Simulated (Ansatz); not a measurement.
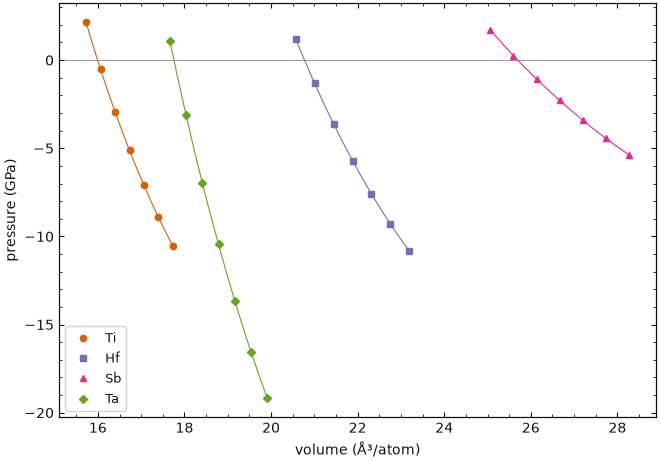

The plot gives the computed pressure against volume, with one curve for each element, for Hf, Sb, Ta and Ti (all in space group Fm-3m (No. 225)).

Computed with Ansatz 0.2.0: all-electron LAPW DFT, no spin polarisation; energies at scaled volumes of the given cell, shape and fractions fixed, counted from the fit's minimum, third-order Birch-Murnaghan fit. Level: LDA.

occupations Fermi–Dirac; smearing width 0.05 eV; potentials all electron LAPW, scalar relativistic.

Settings that differ: Ti: k mesh 11×11×11; Hf: k mesh 10×10×10; Sb: k mesh 10×10×10; Ta: k mesh 11×11×11.

Q: Order the curves by fitted equilibrium volume, smallest first.

A: Ti 15.994, Ta 17.756, Hf 20.772, Sb 25.699 Å³/atom.

Q: For Ti: how does the pressure vary with volume?

A: It falls from 2.15 GPa at volume 15.73 Å³/atom to −10.56 GPa at 17.73 Å³/atom, and changes sign near 16.00 Å³/atom.

The computed values:

Ti:
| volume (Å³/atom) | pressure (GPa) |
| --- | --- |
| 15.73 | 2.15 |
| 16.06 | −0.52 |
| 16.40 | −2.93 |
| 16.73 | −5.12 |
| 17.07 | −7.11 |
| 17.40 | −8.92 |
| 17.73 | −10.56 |

Hf:
| volume (Å³/atom) | pressure (GPa) |
| --- | --- |
| 20.57 | 1.19 |
| 21.01 | −1.32 |
| 21.44 | −3.62 |
| 21.88 | −5.70 |
| 22.32 | −7.59 |
| 22.76 | −9.30 |
| 23.20 | −10.83 |

Sb:
| volume (Å³/atom) | pressure (GPa) |
| --- | --- |
| 25.07 | 1.72 |
| 25.60 | 0.25 |
| 26.13 | −1.07 |
| 26.67 | −2.28 |
| 27.20 | −3.41 |
| 27.73 | −4.44 |
| 28.27 | −5.37 |

Ta:
| volume (Å³/atom) | pressure (GPa) |
| --- | --- |
| 17.66 | 1.11 |
| 18.04 | −3.11 |
| 18.41 | −6.96 |
| 18.79 | −10.46 |
| 19.16 | −13.66 |
| 19.54 | −16.56 |
| 19.92 | −19.19 |
